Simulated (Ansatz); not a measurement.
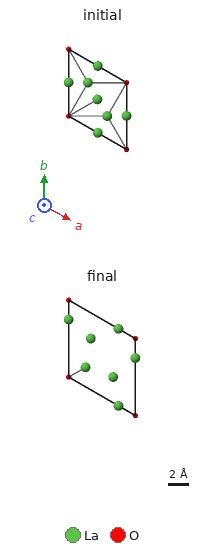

The structure of solid La5O (a generated structure, set up in P-62m) before (top) and after (bottom) a relaxation, at one scale.

A ball-and-stick model of the cell of the calculation, seen along the c axis.

Computed with DFT PBE, scalar-relativistic, plane waves, PAW (Ansatz). (plane-wave cutoff 420 eV; k-point mesh 6 × 6 × 8; occupations gaussian; smearing width 0.1 eV; no spin polarisation; cell and atoms relaxed; force threshold 0.01 eV/Å; at most 80 steps)

### Summarise the run.

After 20 accepted moves (23 points after the start) the energy has fallen by 7.016 eV per cell of the calculation. Largest force component: 0.059 eV/Å at the start, 0.00032 eV/Å at the end. Pressure: −0.69 GPa at the start and 0.02 GPa at the end. The line search rejected the trial step at point 17 of the run. At 2 points the geometry stayed and the basis and grid were re-selected for the new cell (energy shift of 67.3 meV per cell of the calculation at most each time). The largest moves relative to the cell, 1.90 Å, are those of La atoms. O stays in place. Cell: a = b 6.772 → 7.797 Å (+15.1 %), c 5.504 → 3.489 Å (−36.6 %). Volume −16.0 %. Near-neighbour distances that change, for instance: La–La 5.828 → 3.412 Å, La–La 5.504 → 3.489 Å, La–La 3.386 → 5.133 Å, La–O 4.347 → 2.632 Å. The space group stays P-62m (No. 189). The run took 29 min on 1 thread of Intel(R) Xeon(R) Processor @ 2.50GHz (Skylake/Cascade Lake), with other jobs on the host, peak memory 0.59 GiB.

Limits of the set-up: layers or molecules are held without a dispersion correction, so their spacing is unreliable.
